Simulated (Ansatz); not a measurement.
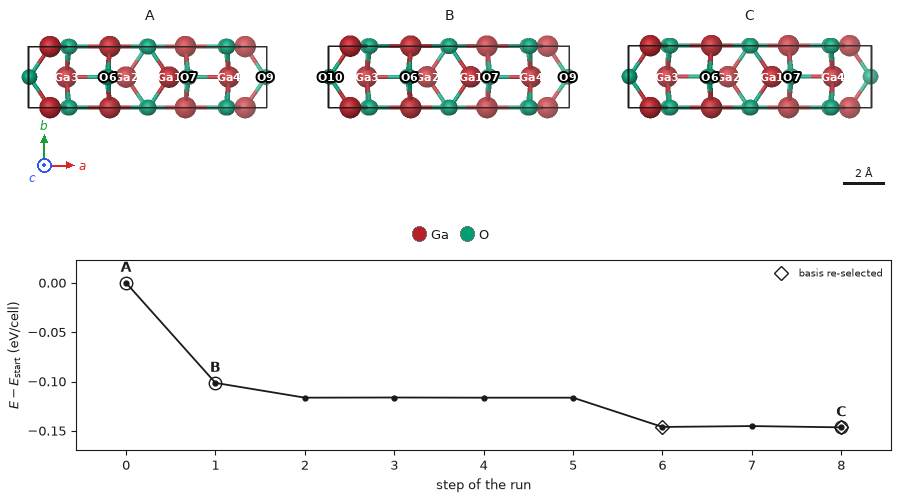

Frames of a relaxation of crystalline Ga$_{2}$O$_{3}$ (built on the measured structure type), marked on the history of the run. Style: ball-and-stick. Shown: the conventional cell (2 times the calculation's cell), along the c axis. Lengths and directions refer to the drawn axes.

Method: Ansatz, DFT, PBE, plane waves, PAW. (plane-wave cutoff 420 eV; k-point mesh 8 × 8 × 4; occupations fermi dirac; smearing width 0.02 eV; no spin polarisation; cell and atoms relaxed; force threshold 0.005 eV/Å)

> Describe the path.

The largest moves relative to the cell, 0.012 Å, are those of O atoms. By element the largest moves are O 0.012 Å, Ga 0.007 Å. The volume changes by +5.0 %, with a 12.214 → 12.452 Å (+2.0 %), b 3.037 → 3.084 Å (+1.5 %), c 5.798 → 5.877 Å (+1.4 %), β 103.8° → 103.7°. Some distances before and after: Ga–O 2.005 → 2.042 Å, Ga–O 2.074 → 2.108 Å, Ga–O 1.863 → 1.895 Å, Ga–O 1.937 → 1.967 Å. The space group stays C2/m (No. 12). Over 6 accepted moves (8 points after the start) the energy falls by 0.146 eV per cell of the calculation. The largest force component goes from 0.2 to 0.0023 eV/Å. The pressure goes from 9.56 to 0.03 GPa. At 2 points the geometry stayed and the basis and grid were re-selected for the new cell (energy shift of 29.7 meV per cell of the calculation at most each time). Cost: 2.6 min on 1 thread of AMD EPYC 7R13 Processor (Zen 3), on a shared host, peak memory 0.75 GiB. From step 0 to 1: O atoms move most (0.02 Å), volume +2.9 %, energy −0.101 eV per cell of the calculation. From step 1 to 8: volume +2.1 %, energy −45.1 meV per cell of the calculation.

```tsv
step	E − E(0), meV/atom	largest force component, eV/Å	pressure, GPa	volume, Å³/atom	note
0	0.00	0.2048	9.56	10.442	
1	-10.14	0.1307	3.72	10.740	
2	-11.64	0.0226	0.25	10.926	
3	-11.62	0.0117	-0.01	10.938	
4	-11.64	0.0168	0.00	10.935	
5	-11.64	0.0022	0.00	10.935	
6	-14.61	0.0033	0.42	10.935	same geometry, new basis
7	-14.52	0.0022	0.02	10.962	
8	-14.65	0.0023	0.03	10.962	same geometry, new basis
```
